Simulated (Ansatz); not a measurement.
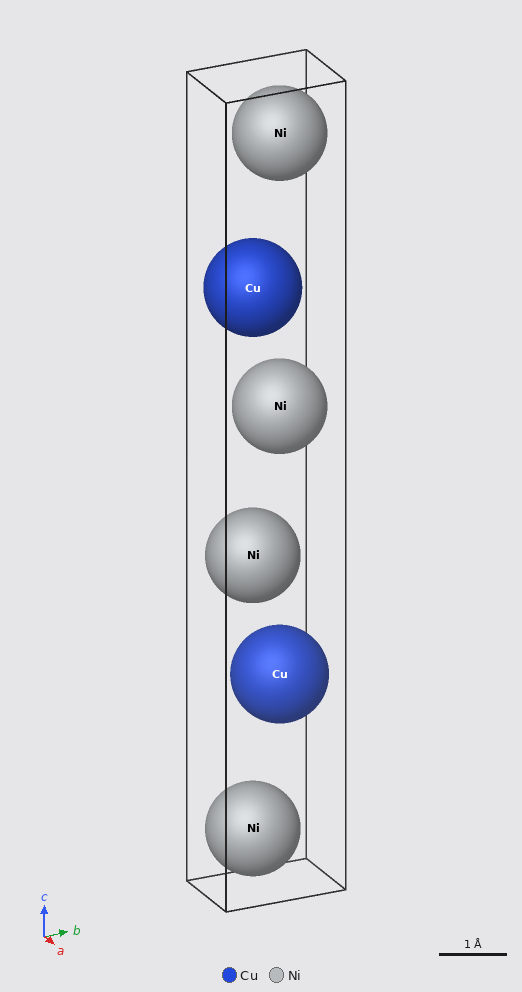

This spheres-only model is shown slightly off an axis. The conventional unit cell is drawn as a box. Cell: a = 2.50 Å, b = 2.50 Å, c = 12.44 Å, α = 90.00°, β = 90.00°, γ = 120.00°.

The initial geometry was a structure type filled with these elements by a generator (whether the compound takes this form wasn't checked). Earlier steps of the study, as a rule a relaxation of our own, may have changed the cell and positions, so they can lie some per cent off the listed ones. It was run through Ansatz as a DFT input.

Q: Caption:

A: The structure is one of CuNi2. The symmetry is that of P6_3/mmc (No. 194), on a primitive hexagonal lattice. There are 6 atoms in the cell: 2 Cu, 4 Ni. Around each Cu lie six Cu and six Ni in an anticuboctahedral arrangement (about 2.5 Å to Cu, 2.5 Å to Ni). The coordination shell of Ni holds nine Ni and three Cu in an anticuboctahedral arrangement (about 2.5 Å to Ni, 2.5 Å to Cu).

Run with DFT PBE, scalar-relativistic, plane waves, PAW (Ansatz) and these settings: a 420 eV plane-wave basis, an 18×18×4 grid in reciprocal space, Gaussian smearing of 0.1 eV, collinear spins.

Q: Which atoms carry magnetic moments in this run, and how do they order?

A: The state reached is ferromagnetic. Sizes: Ni 0.5 μB; net moment 1.9 μB in the run's cell of 6 atoms.

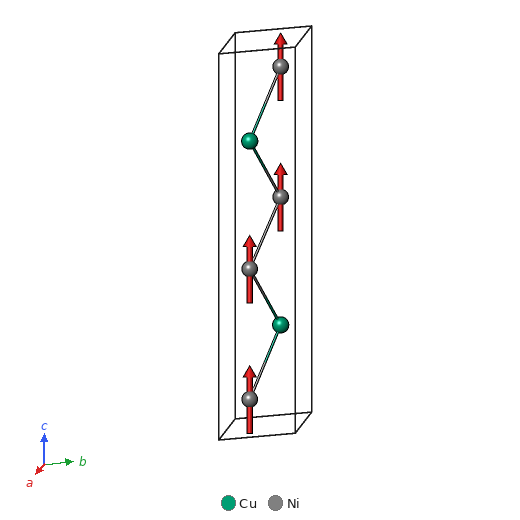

Site moments above 0.25 μB as arrows, small induced ones on non-metal atoms left out (red along the largest or up, blue against, purple across). The run's cell of 6 atoms is drawn.

Q: Predict the gap.

A: A metal: bands cross the Fermi level.

Q: Predict the Bader charges.

A: Cu +0.03 e; Ni -0.02 e.

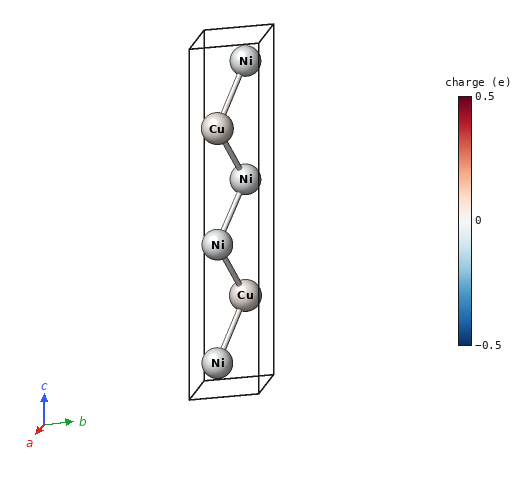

The atoms coloured by those charges. The run's cell of 6 atoms is drawn.

Q: Does the calculation find this structure at rest?

A: Yes. All forces vanish to within 0.01 eV/Å. The pressure is 0.0 GPa, close to zero.
